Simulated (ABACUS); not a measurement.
Run report: BN, geometry relaxation (part 2 of 3)

Continued. System: BN (4 atoms in the cell). Method: Kohn-Sham DFT of a periodic cell, PBE, PseudoDojo NC SR 0.5 PBE stringent, no spin polarisation (ABACUS 3.10.1); cutoff 1360.57 eV, 11×11×6 k-mesh, fermi-dirac of 0.05 eV. The structure derives from a Materials Project entry.

Geometry of the input (Å; fractional positions):
```
2.5539  0.0000  0.0000
-1.2770  2.2118  0.0000
0.0000  0.0000  4.2269
N  0.3333  0.6667  0.1253
N  0.6667  0.3333  0.6253
B  0.3333  0.6667  0.4997
B  0.6667  0.3333  0.9997
```

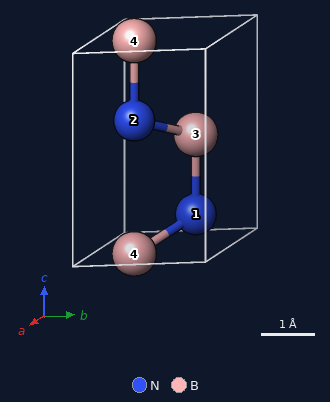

Fig. 1: The starting structure (ball-and-stick view of the cell of the calculation, seen slightly off an axis; atoms are numbered from 1 in the order of the input).

The program's output, continued
```
----------------------------------------------------------
     Energy           Rydberg                 eV
----------------------------------------------------------
 E_KohnSham     -53.5740372405       -728.9121713357
 E_Harris       -53.4462166248       -727.1730826396
 E_Fermi        0.8904499075         12.1151925256
----------------------------------------------------------

 LCAO ALGORITHM --------------- ION=   1  ELEC=   4--------------------------------

 Density error is 0.00197440786261
----------------------------------------------------------
     Energy           Rydberg                 eV
----------------------------------------------------------
 E_KohnSham     -53.5741473069       -728.9136688647
 E_Harris       -53.5808815333       -729.0052927153
 E_Fermi        0.8990522746         12.2322337340
----------------------------------------------------------

 LCAO ALGORITHM --------------- ION=   1  ELEC=   5--------------------------------

 Density error is 0.000214378983803
----------------------------------------------------------
     Energy           Rydberg                 eV
----------------------------------------------------------
 E_KohnSham     -53.5741495339       -728.9136991656
 E_Harris       -53.5750318799       -728.9257040980
 E_Fermi        0.8990483919         12.2321809072
----------------------------------------------------------

 LCAO ALGORITHM --------------- ION=   1  ELEC=   6--------------------------------

 Density error is 2.80223372757e-05
----------------------------------------------------------
     Energy           Rydberg                 eV
----------------------------------------------------------
 E_KohnSham     -53.5741495781       -728.9136997663
 E_Harris       -53.5738615964       -728.9097815743
 E_Fermi        0.8990232397         12.2318386947
----------------------------------------------------------

 LCAO ALGORITHM --------------- ION=   1  ELEC=   7--------------------------------

 Density error is 4.06122829806e-06
----------------------------------------------------------
     Energy           Rydberg                 eV
----------------------------------------------------------
 E_KohnSham     -53.5741495795       -728.9136997857
 E_Harris       -53.5741905856       -728.9142577018
 E_Fermi        0.8990399663         12.2320662719
----------------------------------------------------------

 LCAO ALGORITHM --------------- ION=   1  ELEC=   8--------------------------------

 Density error is 4.48474991188e-07
----------------------------------------------------------
     Energy           Rydberg                 eV
----------------------------------------------------------
 E_KohnSham     -53.5741495795       -728.9136997860
 E_Harris       -53.5741540816       -728.9137610391
 E_Fermi        0.8990381873         12.2320420671
----------------------------------------------------------

 LCAO ALGORITHM --------------- ION=   1  ELEC=   9--------------------------------

 Density error is 4.25996496173e-08
----------------------------------------------------------
     Energy           Rydberg                 eV
----------------------------------------------------------
 E_KohnSham     -53.5741495795       -728.9136997860
 E_KS(sigma->0) -53.5741495795       -728.9136997860
 E_Harris       -53.5741490786       -728.9136929698
 E_band         3.6965835242         50.2945990619
 E_one_elec     9.0980432291         123.7852285663
 E_Hartree      7.1914209168         97.8443011843
 E_xc           -17.4347195779       -237.2115292921
 E_Ewald        -52.4288941475       -713.3317002445
 E_entropy(-TS) -0.0000000000        -0.0000000000
 E_descf        0.0000000000         0.0000000000
 E_exx          0.0000000000         0.0000000000
 E_Fermi        0.8990379229         12.2320384692
----------------------------------------------------------

 charge density convergence is achieved
 final etot is -728.91369979 eV
 EFERMI = 12.232038469 eV

 STATE ENERGY(eV) AND OCCUPATIONS    NSPIN == 1
[... levels at 64 further k points ...]

 correction force for each atom along direction 1 is 0.00601145
 correction force for each atom along direction 2 is -0.00533122
 correction force for each atom along direction 3 is 6.65485e-07
------------------------------------------------------------------------------------------
 TOTAL-FORCE (eV/Angstrom)
------------------------------------------------------------------------------------------
                        N1         0.0000000000         0.0000000000         0.0150661117
                        N2         0.0000000000         0.0000000000         0.0150661117
                        B1         0.0000000000         0.0000000000        -0.0150661117
                        B2         0.0000000000         0.0000000000        -0.0150661117
------------------------------------------------------------------------------------------

----------------------------------------------------------------
 TOTAL-STRESS (KBAR)
----------------------------------------------------------------
         8.1052771130         0.0000000000         0.0000000000
         0.0000000000         8.1052771127         0.0000000000
         0.0000000000         0.0000000000        -0.2063156435
----------------------------------------------------------------
 TOTAL-PRESSURE: 5.334746 KBAR

 Largest gradient in force is 0.015066 eV/A.
 Threshold is 0.010000 eV/A.

 Largest gradient in stress is 8.105277 kbar.
 Threshold is 0.500000 kbar.

 Relaxation is not converged yet!
CARTESIAN COORDINATES ( UNIT =       4.826246386000 Bohr ).
    atom                   x                   y                   z     mag                  vx                  vy                  vz
tauc_N1           -0.0000000001        0.5782219868        0.2076229260  0.0000        0.0000000000        0.0000000000        0.0000000000
tauc_N2            0.5007549296        0.2891109934        1.0351077553  0.0000        0.0000000000        0.0000000000        0.0000000000
tauc_B1           -0.0000000001        0.5782219868        0.8267331106  0.0000        0.0000000000        0.0000000000        0.0000000000
tauc_B2            0.5007549296        0.2891109934        1.6542179399  0.0000        0.0000000000        0.0000000000        0.0000000000

                          Volume (Bohr^3) = 161.606786
                             Volume (A^3) = 23.947626

 Lattice vectors: (Cartesian coordinate: in unit of a_0)
            +1.001510           +0.000000           +0.000000
            -0.500755           +0.867333           +0.000000
            +0.000000           +0.000000           +1.654970
 Reciprocal vectors: (Cartesian coordinate: in unit of 2 pi/a_0)
            +0.998492           +0.576480           -0.000000
            -0.000000           +1.152960           -0.000000
            +0.000000           -0.000000           +0.604241

 -------------------------------------------
 STEP OF RELAXATION : 2
 -------------------------------------------

[... set-up of the moved cell ...]

 LCAO ALGORITHM --------------- ION=   2  ELEC=   1--------------------------------

 Density error is 0.000649394036
----------------------------------------------------------
     Energy           Rydberg                 eV
----------------------------------------------------------
 E_KohnSham     -53.5741486348       -728.9136869324
 E_Harris       -53.5773644839       -728.9574408032
 E_Fermi        0.8973406399         12.2089457496
----------------------------------------------------------

[... 5 further cycles ...]
 LCAO ALGORITHM --------------- ION=   2  ELEC=   7--------------------------------

 Density error is 0.000000007313
----------------------------------------------------------
     Energy           Rydberg                 eV
----------------------------------------------------------
 E_KohnSham     -53.5741489276       -728.9136909164
 E_KS(sigma->0) -53.5741489276       -728.9136909164
 E_Harris       -53.5741489246       -728.9136908757
 E_band         3.6588550359         49.7812766437
 E_one_elec     9.0262387148         122.8082780293
 E_Hartree      7.2026368440         97.9969017032
 E_xc           -17.4257728357       -237.0898026187
 E_Ewald        -52.3772516508       -712.6290680302
 E_entropy(-TS) -0.0000000000        -0.0000000000
 E_descf        0.0000000000         0.0000000000
 E_exx          0.0000000000         0.0000000000
 E_Fermi        0.8972192931         12.2072947412
----------------------------------------------------------

 charge density convergence is achieved
 final etot is -728.91369091637 eV
 EFERMI = 12.20729474121 eV

 STATE ENERGY(eV) AND OCCUPATIONS    NSPIN == 1
[... levels at 64 further k points ...]

 correction force for each atom along direction 1 is 0.006092
 correction force for each atom along direction 2 is -0.005408
 correction force for each atom along direction 3 is 0.000001
------------------------------------------------------------------------------------------
 TOTAL-FORCE (eV/Angstrom)
------------------------------------------------------------------------------------------
                        N1         0.0000000000         0.0000000000        -0.0256545732
                        N2         0.0000000000         0.0000000000        -0.0256545732
                        B1         0.0000000000         0.0000000000         0.0256545732
                        B2         0.0000000000         0.0000000000         0.0256545732
------------------------------------------------------------------------------------------

----------------------------------------------------------------
 TOTAL-STRESS (KBAR)
----------------------------------------------------------------
        -8.0300589102         0.0000000000         0.0000000000
         0.0000000000        -8.0300589099         0.0000000000
         0.0000000000         0.0000000000        -1.2260490254
----------------------------------------------------------------
 TOTAL-PRESSURE: -5.762056 KBAR

 Largest gradient in force is 0.025655 eV/A.
 Threshold is 0.010000 eV/A.

 Largest gradient in stress is 8.030059 kbar.
 Threshold is 0.500000 kbar.

 Relaxation is not converged yet!
CARTESIAN COORDINATES ( UNIT =       4.826246386000 Bohr ).
    atom                   x                   y                   z     mag                  vx                  vy                  vz
tauc_N1           -0.0000000001        0.5777798545        0.2074773685  0.0000        0.0000000000        0.0000000000        0.0000000000
tauc_N2            0.5003720318        0.2888899273        1.0349783285  0.0000        0.0000000000        0.0000000000        0.0000000000
tauc_B1           -0.0000000001        0.5777798545        0.8268988315  0.0000        0.0000000000        0.0000000000        0.0000000000
tauc_B2            0.5003720318        0.2888899273        1.6543997916  0.0000        0.0000000000        0.0000000000        0.0000000000

                          Volume (Bohr^3) = 161.362884
                             Volume (A^3) = 23.911484

 Lattice vectors: (Cartesian coordinate: in unit of a_0)
            +1.000744           +0.000000           +0.000000
            -0.500372           +0.866670           +0.000000
            +0.000000           +0.000000           +1.655002
 Reciprocal vectors: (Cartesian coordinate: in unit of 2 pi/a_0)
            +0.999256           +0.576921           -0.000000
            -0.000000           +1.153842           -0.000000
            +0.000000           -0.000000           +0.604229

 -------------------------------------------
 STEP OF RELAXATION : 3
 -------------------------------------------

[... set-up of the moved cell ...]

 LCAO ALGORITHM --------------- ION=   3  ELEC=   1--------------------------------

 Density error is 0.000978790022
----------------------------------------------------------
     Energy           Rydberg                 eV
----------------------------------------------------------
 E_KohnSham     -53.5741563846       -728.9137923738
 E_Harris       -53.5693080044       -728.8478267771
 E_Fermi        0.8979568538         12.2173297702
----------------------------------------------------------

[... 5 further cycles ...]
 LCAO ALGORITHM --------------- ION=   3  ELEC=   7--------------------------------

 Density error is 0.000000011040
----------------------------------------------------------
     Energy           Rydberg                 eV
----------------------------------------------------------
 E_KohnSham     -53.5741570508       -728.9138014372
 E_KS(sigma->0) -53.5741570508       -728.9138014372
 E_Harris       -53.5741570589       -728.9138015482
 E_band         3.6779789637         50.0414710298
 E_one_elec     9.0626710033         123.3039647436
 E_Hartree      7.1969308253         97.9192673360
 E_xc           -17.4303032867       -237.1514425672
 E_Ewald        -52.4034555926       -712.9855909496
 E_entropy(-TS) -0.0000000000        -0.0000000000
 E_descf        0.0000000000         0.0000000000
 E_exx          0.0000000000         0.0000000000
 E_Fermi        0.8981404539         12.2198277778
```
